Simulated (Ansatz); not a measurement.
# SiO$_{2}$: geometry relaxation (part 2 of 2)

SiO$_{2}$ (I-42d, 12 atoms in the cell); DFT LDA, scalar-relativistic, plane waves, PAW, no spin polarisation (Ansatz 0.2.0); cutoff 420 eV, 6×6×4 k-mesh, Gaussian smearing of 0.02 eV. The structure derives from a Materials Project entry. It belongs to a series of runs on one base structure; here: equal strain along all axes, cell held, atoms relaxed: -4.5 %.

Geometry of the input (Å; fractional positions):
```
4.7071  0.0000  0.0000
0.0000  4.7071  0.0000
0.0000  0.0000  6.9608
Si 0.0000  0.0000  0.0000
Si 0.0000  0.5000  0.2500
Si 0.5000  0.5000  0.5000
Si 0.5000  0.0000  0.7500
O  0.1278  0.2500  0.1250
O  0.2500  0.6278  0.3750
O  0.7500  0.3722  0.3750
O  0.8722  0.7500  0.1250
O  0.6278  0.7500  0.6250
O  0.7500  0.1278  0.8750
O  0.2500  0.8722  0.8750
O  0.3722  0.2500  0.6250
```

**Output, continued**
```
--- Forces (eV/Å), atoms counted from 1 ---
  atom   1  Si    -0.00000000     0.00000000    -0.00000000
  atom   2  Si    -0.00000000     0.00000000     0.00000000
  atom   3  Si    -0.00000000     0.00000000    -0.00000000
  atom   4  Si    -0.00000000     0.00000000     0.00000000
  atom   5  O     -0.00032984     0.00000000    -0.00000000
  atom   6  O     -0.00000000    -0.00032984     0.00000000
  atom   7  O      0.00000000     0.00032984    -0.00000000
  atom   8  O      0.00032984     0.00000000     0.00000000
  atom   9  O     -0.00032984     0.00000000    -0.00000000
  atom  10  O     -0.00000000    -0.00032984     0.00000000
  atom  11  O      0.00000000     0.00032984    -0.00000000
  atom  12  O      0.00032984     0.00000000     0.00000000
  max |Σ_I F_I| component: 2.36e-17 eV/Å
--- Stress (GPa, compression-positive) ---
        3.155553       0.000000      -0.000000
        0.000000       3.155553      -0.000000
       -0.000000      -0.000000       5.439769
  P = ⅓ Tr σ = 3.9170 GPa (39.170 kbar)
--- Band table (eV; the first three rows and the last of 30) ---
  k-point 0: bands = ["-17.4980", "-16.3891", "-16.3891", "-15.2609", "-15.2609", "-15.1925", "-15.1925", "-14.9493", "-6.9840", "-4.9961", "-4.9961", "-3.8354", "-3.8354", "-3.2653", "-3.0628", "-3.0628", "-1.2248", "-0.9082", "-0.9082", "-0.3377", "-0.3377", "-0.2849", "0.0176", "0.0176", "0.2559", "0.2559", "0.3363", "0.4252", "1.4054", "1.4054", "1.4158", "1.4158", "7.7265", "10.0640", "10.8383", "10.8383", "10.9686", "10.9686", "13.2208", "13.2208", "13.8380", "14.0587", "14.0587", "14.1375"]
  k-point 1: bands = ["-17.4208", "-16.8403", "-15.8928", "-15.2511", "-15.2511", "-15.2027", "-15.2027", "-15.0787", "-6.8188", "-5.7199", "-4.3092", "-3.7413", "-3.7413", "-3.3944", "-3.2021", "-3.2021", "-1.1235", "-0.8661", "-0.7185", "-0.3772", "-0.3735", "-0.2070", "-0.2070", "0.1657", "0.2087", "0.2087", "0.3064", "0.4100", "1.3875", "1.3875", "1.3915", "1.3915", "8.0832", "10.0465", "10.2350", "10.9867", "11.1565", "11.1565", "12.5162", "12.5162", "13.8154", "13.8790", "14.4026", "14.7135"]
  k-point 2: bands = ["-17.1953", "-17.1953", "-15.4245", "-15.4245", "-15.2270", "-15.2270", "-15.2270", "-15.2270", "-6.3651", "-6.3651", "-3.7562", "-3.7562", "-3.4928", "-3.4928", "-3.4928", "-3.4928", "-0.8701", "-0.8701", "-0.5627", "-0.5627", "-0.2993", "-0.2993", "0.0417", "0.0417", "0.0417", "0.0417", "0.4221", "0.4221", "1.3687", "1.3687", "1.3687", "1.3687", "8.9784", "8.9784", "10.6437", "10.6437", "11.6977", "11.6977", "11.6977", "11.6977", "13.7964", "13.7964", "14.4564", "14.4564"]
  k-point 29: bands = ["-16.4429", "-16.4429", "-16.4429", "-16.4429", "-15.1687", "-15.1687", "-15.1687", "-15.1687", "-5.3217", "-5.3217", "-5.3217", "-5.3217", "-3.0688", "-3.0688", "-3.0688", "-3.0688", "-1.2379", "-1.2379", "-1.2379", "-1.2379", "-0.0585", "-0.0585", "-0.0585", "-0.0585", "0.7882", "0.7882", "0.7882", "0.7882", "1.2690", "1.2690", "1.2690", "1.2690", "11.3372", "11.3372", "11.3372", "11.3372", "11.6910", "11.6910", "11.6910", "11.6910", "12.7924", "12.7924", "12.7924", "12.7924"]
--- Relaxed structure (5 steps of the walk, 5 accepted, 0 SCFs on fresh bases) ---
  F+E_penalty+E_count = -6890.49491122 eV   max|allowed force component| = 3.298e-4 eV/Å
  atoms:
    - { symbol: Si, position: [-3.0711198848096303e-19, -4.2995678387334807e-19, 7.666393865055635e-35] }
    - { symbol: Si, position: [-3.071119884809631e-19, 0.5, 0.25000000000000006] }
    - { symbol: Si, position: [0.5, 0.5, 0.5000000000000001] }
    - { symbol: Si, position: [0.5, -4.2995678387334797e-19, 0.7500000000000001] }
    - { symbol: O, position: [0.1408286150111041, 0.25, 0.12500000000000003] }
    - { symbol: O, position: [0.25, 0.6408286150111041, 0.37500000000000006] }
    - { symbol: O, position: [0.75, 0.35917138498889595, 0.37500000000000006] }
    - { symbol: O, position: [0.8591713849888958, 0.75, 0.12500000000000003] }
    - { symbol: O, position: [0.6408286150111041, 0.75, 0.6250000000000001] }
    - { symbol: O, position: [0.75, 0.1408286150111041, 0.8750000000000001] }
    - { symbol: O, position: [0.25, 0.8591713849888958, 0.8750000000000001] }
    - { symbol: O, position: [0.3591713849888959, 0.25, 0.6250000000000001] }
```

**Trajectory as extended XYZ (Å, eV, eV/Å), 5 frames, from step=1 to step=5**
```
12
Lattice="4.7071 0.0000 0.0000 0.0000 4.7071 0.0000 0.0000 0.0000 6.9608" Properties=species:S:1:pos:R:3:forces:R:3 step=1 energy=-6890.31764
Si    0.0000    0.0000    0.0000    0.0000   0.0000   0.0000
Si    0.0000    2.3535    1.7402    0.0000   0.0000   0.0000
Si    2.3535    2.3535    3.4804    0.0000   0.0000   0.0000
Si    2.3535    0.0000    5.2206    0.0000   0.0000   0.0000
O     0.6014    1.1768    0.8701    0.7091   0.0000   0.0000
O     1.1768    2.9550    2.6103    0.0000   0.7091   0.0000
O     3.5303    1.7521    2.6103    0.0000  -0.7091   0.0000
O     4.1057    3.5303    0.8701   -0.7091   0.0000   0.0000
O     2.9550    3.5303    4.3505    0.7091   0.0000   0.0000
O     3.5303    0.6014    6.0907    0.0000   0.7091   0.0000
O     1.1768    4.1057    6.0907    0.0000  -0.7091   0.0000
O     1.7521    1.1768    4.3505   -0.7091   0.0000   0.0000
12
Lattice="4.7071 0.0000 0.0000 0.0000 4.7071 0.0000 0.0000 0.0000 6.9608" Properties=species:S:1:pos:R:3:forces:R:3 step=2 energy=-6890.38249
Si    0.0000    0.0000    0.0000    0.0000   0.0000   0.0000
Si    0.0000    2.3535    1.7402    0.0000   0.0000   0.0000
Si    2.3535    2.3535    3.4804    0.0000   0.0000   0.0000
Si    2.3535    0.0000    5.2206    0.0000   0.0000   0.0000
O     0.6141    1.1768    0.8701    0.5692   0.0000   0.0000
O     1.1768    2.9676    2.6103    0.0000   0.5692   0.0000
O     3.5303    1.7395    2.6103    0.0000  -0.5692   0.0000
O     4.0930    3.5303    0.8701   -0.5692   0.0000   0.0000
O     2.9676    3.5303    4.3505    0.5692   0.0000   0.0000
O     3.5303    0.6141    6.0907    0.0000   0.5692   0.0000
O     1.1768    4.0930    6.0907    0.0000  -0.5692   0.0000
O     1.7395    1.1768    4.3505   -0.5692   0.0000   0.0000
12
Lattice="4.7071 0.0000 0.0000 0.0000 4.7071 0.0000 0.0000 0.0000 6.9608" Properties=species:S:1:pos:R:3:forces:R:3 step=3 energy=-6890.49365
Si    0.0000    0.0000    0.0000    0.0000   0.0000   0.0000
Si    0.0000    2.3535    1.7402    0.0000   0.0000   0.0000
Si    2.3535    2.3535    3.4804    0.0000   0.0000   0.0000
Si    2.3535    0.0000    5.2206    0.0000   0.0000   0.0000
O     0.6680    1.1768    0.8701   -0.0616   0.0000   0.0000
O     1.1768    3.0215    2.6103    0.0000  -0.0616   0.0000
O     3.5303    1.6856    2.6103    0.0000   0.0616   0.0000
O     4.0391    3.5303    0.8701    0.0616   0.0000   0.0000
O     3.0215    3.5303    4.3505   -0.0616   0.0000   0.0000
O     3.5303    0.6680    6.0907    0.0000  -0.0616   0.0000
O     1.1768    4.0391    6.0907    0.0000   0.0616   0.0000
O     1.6856    1.1768    4.3505    0.0616   0.0000   0.0000
12
Lattice="4.7071 0.0000 0.0000 0.0000 4.7071 0.0000 0.0000 0.0000 6.9608" Properties=species:S:1:pos:R:3:forces:R:3 step=4 energy=-6890.49491
Si    0.0000    0.0000    0.0000    0.0000   0.0000   0.0000
Si    0.0000    2.3535    1.7402    0.0000   0.0000   0.0000
Si    2.3535    2.3535    3.4804    0.0000   0.0000   0.0000
Si    2.3535    0.0000    5.2206    0.0000   0.0000   0.0000
O     0.6629    1.1768    0.8701   -0.0003   0.0000   0.0000
O     1.1768    3.0164    2.6103    0.0000  -0.0003   0.0000
O     3.5303    1.6907    2.6103    0.0000   0.0003   0.0000
O     4.0442    3.5303    0.8701    0.0003   0.0000   0.0000
O     3.0164    3.5303    4.3505   -0.0003   0.0000   0.0000
O     3.5303    0.6629    6.0907    0.0000  -0.0003   0.0000
O     1.1768    4.0442    6.0907    0.0000   0.0003   0.0000
O     1.6907    1.1768    4.3505    0.0003   0.0000   0.0000
12
Lattice="4.7071 0.0000 0.0000 0.0000 4.7071 0.0000 0.0000 0.0000 6.9608" Properties=species:S:1:pos:R:3:forces:R:3 step=5 energy=-6890.49491
Si    0.0000    0.0000    0.0000    0.0000   0.0000   0.0000
Si    0.0000    2.3535    1.7402    0.0000   0.0000   0.0000
Si    2.3535    2.3535    3.4804    0.0000   0.0000   0.0000
Si    2.3535    0.0000    5.2206    0.0000   0.0000   0.0000
O     0.6629    1.1768    0.8701   -0.0003   0.0000   0.0000
O     1.1768    3.0164    2.6103    0.0000  -0.0003   0.0000
O     3.5303    1.6907    2.6103    0.0000   0.0003   0.0000
O     4.0442    3.5303    0.8701    0.0003   0.0000   0.0000
O     3.0164    3.5303    4.3505   -0.0003   0.0000   0.0000
O     3.5303    0.6629    6.0907    0.0000  -0.0003   0.0000
O     1.1768    4.0442    6.0907    0.0000   0.0003   0.0000
O     1.6907    1.1768    4.3505    0.0003   0.0000   0.0000
```

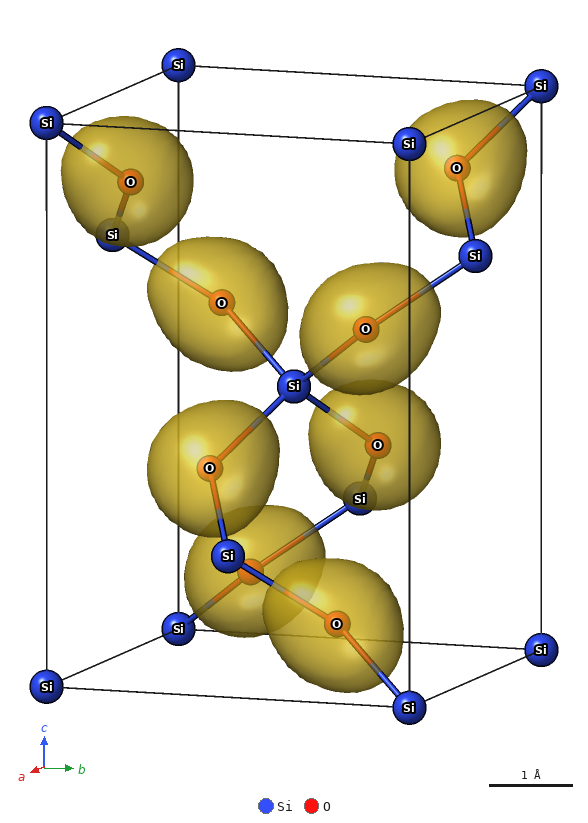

**Figure 1.** Isosurface of the valence charge density (pseudo) at 0.8 e/Å³ (yellow), seen slightly off an axis. Sticks mark near contacts. The outline is the cell set on symmetry axes. At this value the density breaks into separate islands; it holds about 65 % of the electrons treated as valence. On the grid the lowest density along these lines, outside the cores, is 1.1 e/Å³ (Si–O, 1.61 Å). Core electrons are frozen (PAW), so the fields are smoothed inside the atomic spheres.

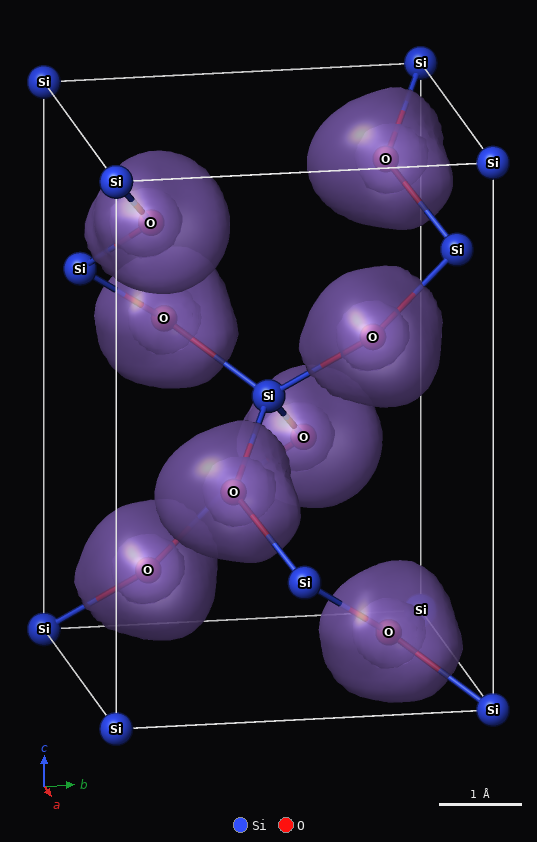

**Figure 2.** Isosurface of the electron localisation function at 0.75 (purple), seen slightly off an axis. Only the valence region is drawn (cores and ρ < 0.01 e/Å³ removed). Sticks mark near contacts. The outline is the cell set on symmetry axes. Along the contacts the grid gives the following.

**Key numbers**

| quantity | value |
| --- | --- |
| outcome | converged |
| space group (tolerance 0.01 Å) | I-42d (122) |
| electrons treated | 64 |
| free energy | −6890.4949 eV |
| Fermi energy | 4.575 eV |
| gap on the k-point mesh | 6.30 eV |
| pressure | 3.92 GPa |
| final volume | 154.23 Å³ |
| largest force (length of the vector) at the end | under 0.001 eV/Å |
| final cell | a = 4.707 Å, b = 4.707 Å, c = 6.961 Å, α = 90.00°, β = 90.00°, γ = 90.00° |
| hardware | 1 thread of Oxide Virtual Turin-like (Zen 5), 32 GiB of memory available, shared host |
| wall time | 66 s |
| peak memory | 0.47 GiB |

**Notes**

Warnings of the run: the SCF threshold is looser than advised for the printed stress.
